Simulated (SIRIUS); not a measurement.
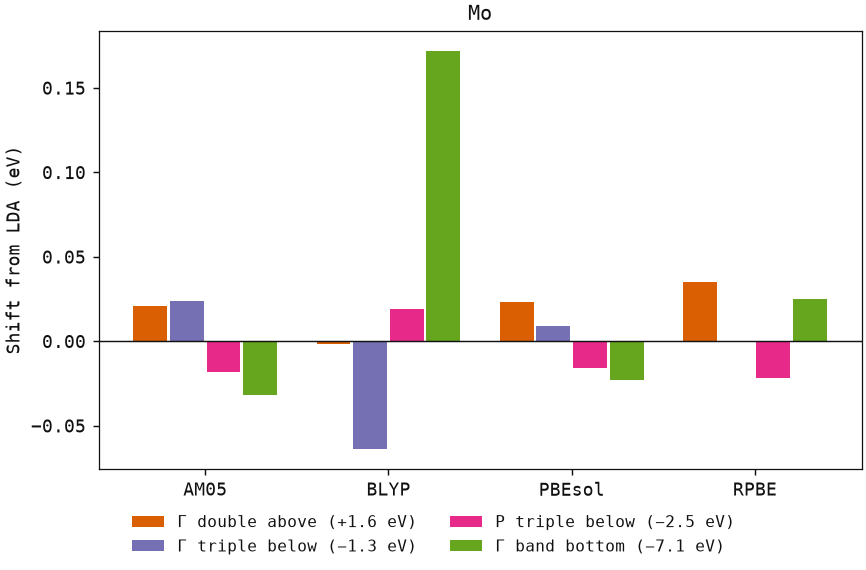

Levels near the Fermi level of bcc Mo, space group Im-3m (No. 229), 1 atom in the primitive cell (cubic a = 3.168 Å), a metal, by five methods on one cell, as shifts from LDA. Each level is counted from the Fermi level of its run and named by k point, degeneracy (spin aside) and side; the legend gives its LDA energy; the band bottom is the lowest valence level above the core-like shells.

> Which method departs most from LDA, and how?

BLYP: it moves Γ double above by 0.00 eV, Γ triple below by −0.06 eV, P triple below by +0.02 eV and Γ band bottom by +0.17 eV. At these levels the other methods stay within 0.03 eV of LDA.

> How does the occupied bandwidth compare?

The Fermi level lies 7.14 eV (LDA), 7.17 eV (AM05), 6.97 eV (BLYP), 7.16 eV (PBEsol) and 7.12 eV (RPBE) above the band bottom.

| method | Γ double above (eV) | Γ triple below (eV) | P triple below (eV) | Γ band bottom (eV) |
| --- | --- | --- | --- | --- |
| LDA | 1.65 | −1.28 | −2.52 | −7.14 |
| AM05 | 1.67 | −1.26 | −2.54 | −7.17 |
| BLYP | 1.65 | −1.35 | −2.50 | −6.97 |
| PBEsol | 1.67 | −1.28 | −2.54 | −7.16 |
| RPBE | 1.68 | −1.28 | −2.54 | −7.12 |

Settings. LDA: all-electron FP-LAPW, 12×12×12 k mesh, Fermi-Dirac smearing of 0.05 eV (SIRIUS 7.12.0). AM05: all-electron FP-LAPW, 12×12×12 k mesh, Fermi-Dirac smearing of 0.05 eV (SIRIUS 7.12.0). BLYP: all-electron FP-LAPW, 12×12×12 k mesh, Fermi-Dirac smearing of 0.05 eV (SIRIUS). PBEsol: all-electron FP-LAPW, 12×12×12 k mesh, Fermi-Dirac smearing of 0.05 eV (SIRIUS 7.12.0). RPBE: all-electron FP-LAPW, 12×12×12 k mesh, Fermi-Dirac smearing of 0.05 eV (SIRIUS 7.12.0). No run carries moments or holds spin-orbit coupling.

The Fermi levels are those of this mesh and smearing.
